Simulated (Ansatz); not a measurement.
**Single-point calculation of SrTiO3**

The run: single-point calculation of SrTiO3 (5 atoms in the cell). Method and program: DFT PBEsol, scalar-relativistic, plane waves, PAW, PAW set soft_1, no spin polarisation (Ansatz 0.2.0).

The structure derives from an entry of the Crystallography Open Database. Figures and captions count atoms from 1; the log counts them from 0 in places.

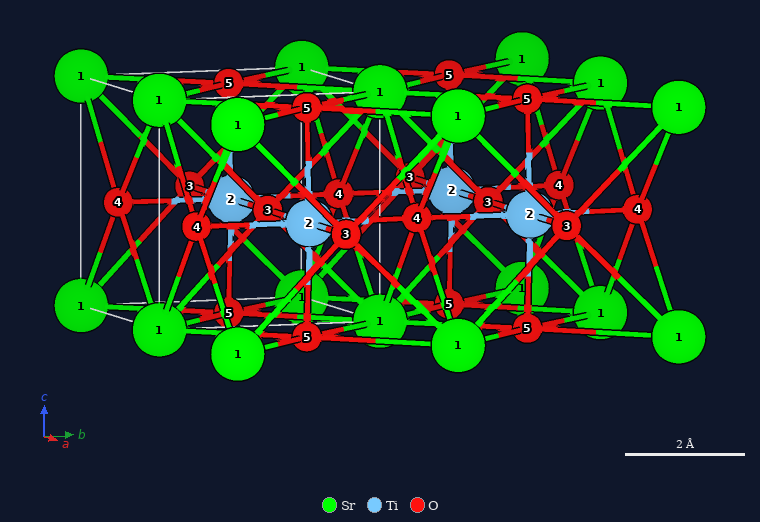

**Figure 1.** The structure (ball-and-stick view of the cell of the calculation, repeated 2 × 2 × 1, seen slightly off an axis; atoms are numbered from 1 in the order of the input). An atom can appear more than once, as a periodic image.

## Results in brief

| quantity | value |
| --- | --- |
| outcome | converged |
| space group (tolerance 0.01 Å) | Pmm2 (25) |
| electrons treated | 40 |
| free energy | −7657.2630 eV |
| Fermi energy | 10.562 eV |
| gap on the k-point mesh | 1.85 eV |
| pressure | −3.66 GPa |
| largest force (length of the vector) | 0.147 eV/Å |
| hardware | 2 threads of Arm Neoverse N1, 98 GiB of memory available, shared host |
| wall time | 33 s (CPU time 66 s) |
| peak memory | 0.47 GiB |

## Notes

The program warns: the PAW datasets were made with another functional.

## Input file
```yaml
crystal:
  lattice:
    - [3.9431369145, 0.0, 0.0]
    - [0.0, 3.9431369145, 0.0]
    - [0.0, 0.0, 3.89138154]
  atoms:
    - { symbol: Sr, position: [0.0048145112, 0.0, 0.0] }
    - { symbol: Ti, position: [0.5118852015, 0.5, 0.5] }
    - { symbol: O, position: [-0.019421961, 0.5, 0.5] }
    - { symbol: O, position: [0.4787479076, 0.0, 0.5] }
    - { symbol: O, position: [0.4787479076, 0.5, 0.0] }
basis:
  ecutwfc: 520.0
kpoints:
  mp_grid: { grid: [8, 8, 8] }
hamiltonian:
  xc: pbesol
  pseudopotentials: { kind: paw, azcp: { folder: soft_1 } }
scf:
  occupations: { method: gaussian, width: 0.05 }
output:
  forces: true
  stress: true
  eigenvalues: true
  write_density: true
  write_potential: true
  elf: true
  volumetric_format: npy
```

Launched with:
```bash
ansatz run input.yaml --threads 2 --pin off --max-ram 4096MiB --backend cpu --events-out ev --progress --plain --runs-dir out
```

## Output
```
Warning: [file] the record states the generating functional pbe (its physics header spells it `PBE`), which answers neither for hamiltonian.xc's functional nor for the pbesol family's — results may be inconsistent (PPs are generated against a specific XC)
Warning: [file] the record states the generating functional pbe (its physics header spells it `PBE`), which answers neither for hamiltonian.xc's functional nor for the pbesol family's — results may be inconsistent (PPs are generated against a specific XC)
Warning: [file] the record states the generating functional pbe (its physics header spells it `PBE`), which answers neither for hamiltonian.xc's functional nor for the pbesol family's — results may be inconsistent (PPs are generated against a specific XC)
Engine: ansatz 0.2.0, aarch64-unknown-linux-gnu
Pseudopotentials: kind: paw
Pseudopotential: Sr, paw, valence charge 10, recommended cutoff 420 eV (normal), [file]
Pseudopotential: Ti, paw, valence charge 12, recommended cutoff 420 eV (normal), [file]
Pseudopotential: O, paw, valence charge 6, recommended cutoff 420 eV (normal), [file]
Functional definition: PBEsol
  exchange = pbesol_x
  correlation = pbesol_c
Crystal: 5 atoms, lattice volume = 60.504 Å³
Basis set: ecut = 520 eV, 1623 PW (Γ), exchange–correlation on 60×60×60 points (8 copies of the dense FFT grid, shifted against one another)
Bands: 25, of which v1, the nominal top of the filled ones, is band 20 counted from 1 (19 counted from 0)
Symmetry: 4 space group operations
Space group: Pmm2 (ITA 25), of the structure as read, at distance tolerance 3.9e-5 Å
k-points: 125 of 512 (time reversal used)
Non-local potential: Sr, projectors of the file, l = 0: 3, l = 1: 2, l = 2: 2
Non-local potential: Ti, projectors of the file, l = 0: 3, l = 1: 2, l = 2: 3, l = 3: 1
Non-local potential: O, projectors of the file, l = 0: 2, l = 1: 2, l = 2: 1
PAW form: soft (Blöchl's): semilocal exchange-correlation on the pseudo side does not see the compensation charge
PAW frozen core: Sr, regenerated for the run's functional, and the local potential with it (the file was generated under x = pbe(κ = 0.804, μ = 0.2195149727645171), c = pbe(β = 0.06672455060314922))
PAW frozen core: Ti, regenerated for the run's functional, and the local potential with it (the file was generated under x = pbe(κ = 0.804, μ = 0.2195149727645171), c = pbe(β = 0.06672455060314922))
PAW frozen core: O, regenerated for the run's functional, and the local potential with it (the file was generated under x = pbe(κ = 0.804, μ = 0.2195149727645171), c = pbe(β = 0.06672455060314922))
PAW one-centre angular grid: Sr, 110 points (default); XC on 64 Gauss nodes
PAW one-centre angular grid: Ti, 590 points (default); XC on 64 Gauss nodes
PAW one-centre angular grid: O, 110 points (default); XC on 64 Gauss nodes
Initial density: superposition of atomic densities (chi_scale 0.1, normalization cell, long waves kept (reshape's long-wave potential 0.00 eV rms))
Initial wavefunctions: pseudopotential atomic-orbital guess
Functional: x = pbesol(κ = 0.804, μ = 0.12345679012345678), c = pbesol(β = 0.046)
SCF iter   1: F=—  HF=-7657.499981 eV  |F-HF|=—  |Δ(HF+E_count)|=         —  Δρ=5.29e-2  dr2=1.39e0  ethr=3.10e-3  ⟨swp⟩=7.6  Hψ=16443  notcnv=0
preconditioner: auto → Resta (q_TF=auto, 2.546 Å⁻¹)  ε∞=5.2  [insulator: Δε(μ)=1.972 eV  Ē_g=12.719 eV  σ=0.050 eV  W_gap=1.00  n_scr=18 (ndim 8)  ℏωp=26.1 eV  f_vac=0.000  D(μ)=0.00/eV (n_scr^D=0)  ε∞_Penn≈5.2]
SCF iter   2: F=—  HF=-7657.315797 eV  |F-HF|=—  |Δ(HF+E_count)|=   1.84e-1  Δρ=2.68e-2  dr2=4.68e-1  ethr=3.10e-3  ⟨swp⟩=2.3  Hψ=5056  notcnv=0  defer=125
SCF iter   3: F=—  HF=-7657.260866 eV  |F-HF|=—  |Δ(HF+E_count)|=   5.49e-2  Δρ=7.50e-3  dr2=2.42e-2  ethr=1.17e-3  ⟨swp⟩=2.3  Hψ=5977  notcnv=0  defer=125
SCF iter   4: F=—  HF=-7657.262032 eV  |F-HF|=—  |Δ(HF+E_count)|=   1.17e-3  Δρ=2.36e-3  dr2=2.04e-3  ethr=6.04e-5  ⟨swp⟩=2.2  Hψ=5028  notcnv=0  defer=125
SCF iter   5: F=—  HF=-7657.262853 eV  |F-HF|=—  |Δ(HF+E_count)|=   8.20e-4  Δρ=3.14e-4  dr2=5.07e-5  ethr=5.11e-6  ⟨swp⟩=2.0  Hψ=5903  notcnv=0  defer=125
SCF iter   6: F=—  HF=-7657.262999 eV  |F-HF|=—  |Δ(HF+E_count)|=   1.46e-4  Δρ=8.42e-5  dr2=4.92e-6  ethr=1.27e-7  ⟨swp⟩=2.0  Hψ=5309  notcnv=0  defer=125
SCF iter   7: F=—  HF=-7657.263001 eV  |F-HF|=—  |Δ(HF+E_count)|=   2.02e-6  Δρ=2.09e-5  dr2=3.08e-7  ethr=1.23e-8  ⟨swp⟩=2.7  Hψ=5300  notcnv=0  defer=125
SCF iter   8: F=-7657.263001 eV  HF=-7657.263001 eV  |F-HF|=2.29e-8  |Δ(HF+E_count)|=   5.33e-8  Δρ=9.40e-6  dr2=4.19e-8  ethr=2.50e-10  ⟨swp⟩=16.9  Hψ=26749  notcnv=0
SCF 1 converged in 8 iterations: F = -7657.263001 eV  dr2 = 4.19e-8
  greatest PAW one-centre occupation: 0.998 electrons in one spin orbital (limit 2), on the Ti atom at site 1 (counted from 0), in its partial waves of l = 0
```

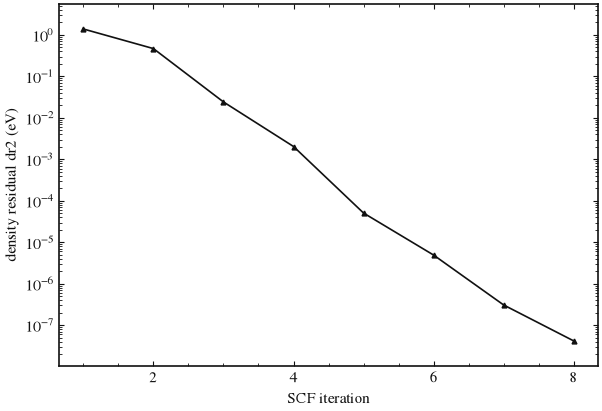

**Figure 2.** Convergence of the self-consistent field: density residual dr2 against the SCF iteration. The residual falls at every step.

```
SCF converged after 8 iterations
Free energy (F): -7657.263001 eV
Harris-Foulkes:  -7657.263001 eV  (|F-HF|=2.29e-8)
Internal energy: -7657.263001 eV  (E = F + TS)
E sigma→0 (E₀):  -7657.263001 eV
Fermi energy:    10.561774 eV
--- Per-component energies (eV) ---
  E_band       = -217.818753
  E_kinetic    = 1017.338930
  E_local      = -2478.300079  (includes V_loc(G=0)·N_el)
  E_nonlocal   = 450.676662
  E_hartree    = 855.517200
  E_xc         = -503.954998
  E_vxc        = -576.372947  (∫ρ·V_xc dr)
  E_paw        = -4125.336683  (= ΣΔE_a)
  E_vpaw       = -342.193710  (= ΣTr[D̂ρ^β])
  E_aug_tail   = 0.000599  (compensation charges beyond the density's cutoff)
  E_ewald      = -2873.584228
  E_core_change = 0.379596  (= ΣΔE_core)
  E_smearing   = -0.000000  (= −TS)
  E_closure    = -0.000000  (closes the sum)
  Σ components = -7657.263001   (vs F -7657.263001, Δ=0.00e0)
--- Forces (eV/Å), atoms counted from 1 ---
  atom   1  Sr     0.07806763     0.00000000     0.00000000
  atom   2  Ti    -0.14669272     0.00000000     0.00000000
  atom   3  O     -0.00550444     0.00000000     0.00000000
  atom   4  O      0.06241259     0.00000000     0.00000000
  atom   5  O      0.01170755     0.00000000     0.00000000
  max |Σ_I F_I| component: 9.39e-6 eV/Å
--- Stress (GPa, compression-positive) ---
       -2.863564       0.000000       0.000000
        0.000000      -5.483407       0.000000
        0.000000       0.000000      -2.634314
  P = ⅓ Tr σ = -3.6604 GPa (-36.604 kbar)
--- Band table (eV; the first three rows and the last of 125) ---
  k-point 0: bands = ["-46.4977", "-23.0263", "-22.9133", "-22.8778", "-22.8648", "-7.6902", "-6.7367", "-6.6549", "-5.0538", "-5.0355", "-5.0276", "6.7404", "6.7666", "6.8069", "8.2681", "8.3105", "8.4057", "9.0791", "9.1081", "9.1113", "11.4889", "11.7724", "11.8104", "13.9981", "14.1359"]
  k-point 1: bands = ["-46.4976", "-23.0348", "-22.9133", "-22.8760", "-22.8643", "-7.6900", "-6.7349", "-6.6609", "-5.0464", "-5.0221", "-4.9296", "6.5901", "6.7305", "6.7602", "8.0379", "8.1126", "8.3074", "8.7113", "8.9580", "9.0831", "11.7733", "11.8658", "11.9951", "14.0452", "14.5402"]
  k-point 2: bands = ["-46.4972", "-23.0563", "-22.9125", "-22.8709", "-22.8631", "-7.7435", "-6.6771", "-6.6315", "-5.0284", "-5.0056", "-4.7118", "6.0592", "6.7116", "6.7533", "7.5440", "7.7317", "7.9956", "8.0845", "8.7571", "8.9011", "11.8402", "12.5668", "12.5873", "14.0536", "15.2790"]
  k-point 124: bands = ["-46.4950", "-22.9704", "-22.9667", "-22.9448", "-22.9202", "-6.4243", "-6.3768", "-6.3534", "-5.2951", "-5.2866", "-5.2689", "4.9654", "5.4878", "5.5986", "5.8243", "5.9001", "5.9298", "9.5188", "9.5465", "9.6346", "14.0062", "14.0421", "14.0694", "16.3162", "16.4302"]
```

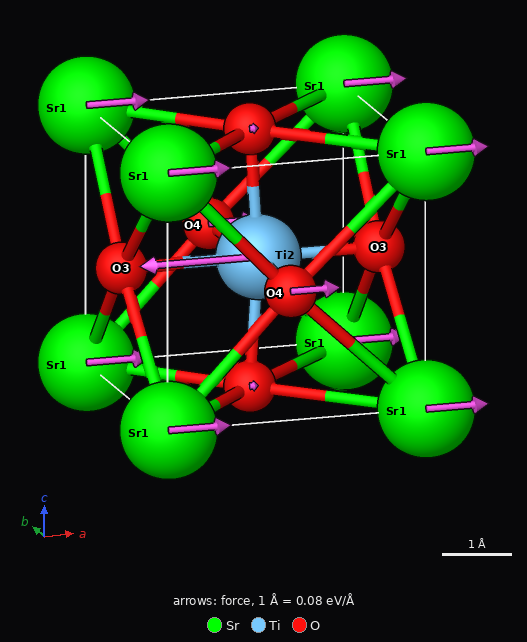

**Figure 3.** Forces on the atoms as pink arrows (ball-and-stick view of the cell of the calculation, seen slightly off an axis; atoms are numbered from 1 in the order of the input); the smallest are left out. The largest act on Ti2 (0.15 eV/Å); Sr1 (0.08 eV/Å); O4 (0.06 eV/Å). The geometry is not a stationary point of this energy.

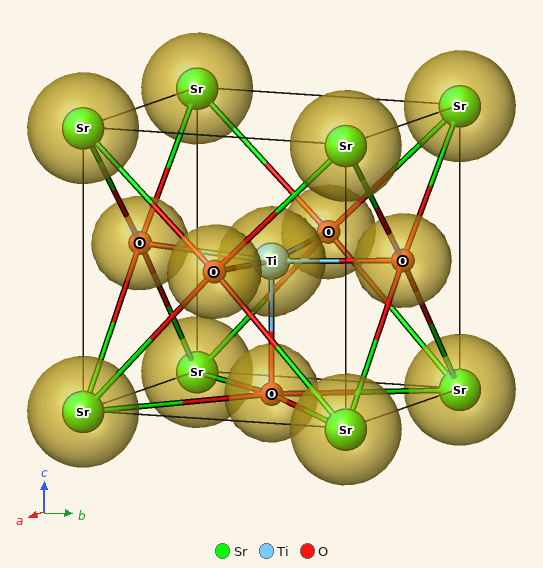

**Figure 4.** Isosurface of the valence charge density (pseudo) at 1.5 e/Å³ (yellow), seen slightly off an axis. Sticks mark near contacts. The outline is the cell set on symmetry axes. At this value the density breaks into separate islands; it holds about 60 % of the electrons treated as valence (semicore included). It is pinched off along the Ti–O (1.85 Å), Sr–O (2.70 Å), Ti–O (1.95 Å) and Ti–O (2.10 Å) contacts. On the grid the lowest density along these lines, outside the cores, is 0.95 e/Å³ (Ti–O, 1.85 Å), 0.17 e/Å³ (Sr–O, 2.70 Å), 0.73 e/Å³ (Ti–O, 1.95 Å) and 0.5 e/Å³ (Ti–O, 2.10 Å). Core electrons are frozen (PAW), so the fields are smoothed inside the atomic spheres.

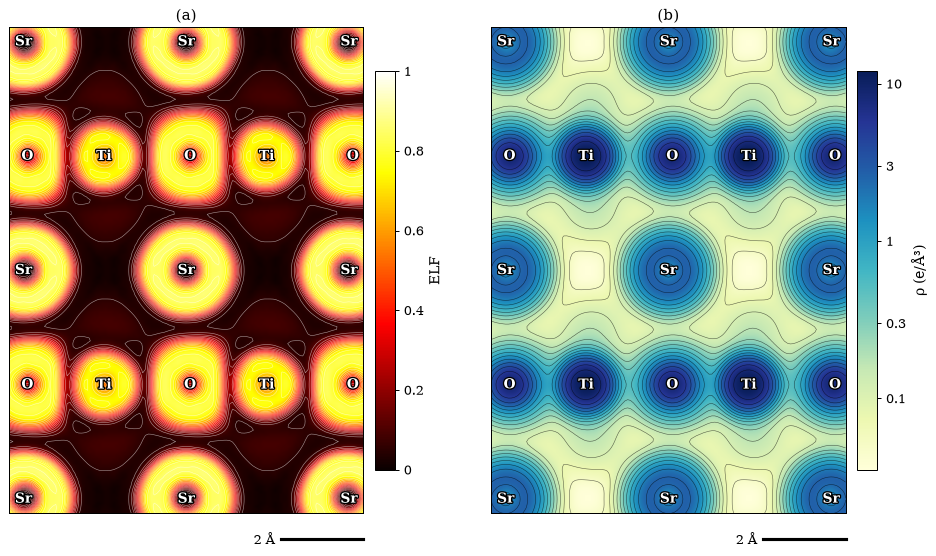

**Figure 5.** (a) ELF; (b) valence electron density on the (11̄0) plane of the conventional cell. Atoms in the plane: Sr, Ti and O. Ti–O (1.85 Å): ρ is about 0.95 e/Å³ halfway; the ELF is about 0.25 at the midpoint. Ti–O (2.10 Å): ρ is about 0.5 e/Å³ halfway; the ELF is about 0.15 at the midpoint. Sr–O (2.77 Å): the density is about 0.14 e/Å³ at the midpoint; the ELF is about 0.05 at the midpoint (a contact without a shared pair). Away from the nuclei the density in this plane falls to 0.04 e/Å³ at its lowest. The strong features right at Sr and Ti lie inside the PAW spheres (semicore, d or f shells) and say nothing about bonding.
